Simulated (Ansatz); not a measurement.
System: CoSi₂.

```xyz
6
Lattice="-0.0006 -2.6804 -2.6801 -2.6814 0.0008 -2.6814 2.6756 2.6786 -5.3578" Properties=species:S:1:pos:R:3 pbc="T T T"
Co   -2.6812    0.0005   -2.6814
Co   -0.0035   -0.0001   -5.3595
Si    1.3364    1.3377   -4.0176
Si   -1.3423   -1.3418   -4.0193
Si    1.3362    1.3403   -6.7000
Si   -1.3432   -1.3383   -6.7018
```

Space group Fm-3m; changed on purpose from its base cell (atom 6 moved 0.06 A; relaxed back); computed without spin polarisation.

The calculation used DFT PBE, scalar-relativistic, plane waves, PAW (Ansatz 0.2.0).

What will maps of the valence pseudo-density and electron localisation function show?

Answer. Co–Si (2.32 Å): ρ at the midpoint is about 0.49 e/Å³; the ELF peaks at about 0.75 in the valence shell of Si, 0.9 Å from its nucleus, and is about 0.50 at the midpoint.

Metal or insulator at this level of theory?

Answer. It is metallic or semimetallic at this level of theory: no gap opens.

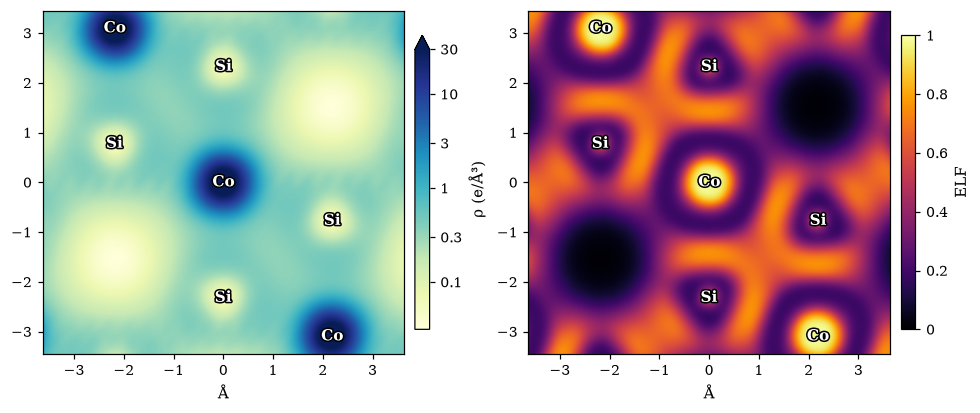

Computed valence pseudo-density and electron localisation function on the (11̄0) plane of the calculation cell, in this order. 

In a PAW calculation such maps are meaningful between the atoms, not at the nuclei.
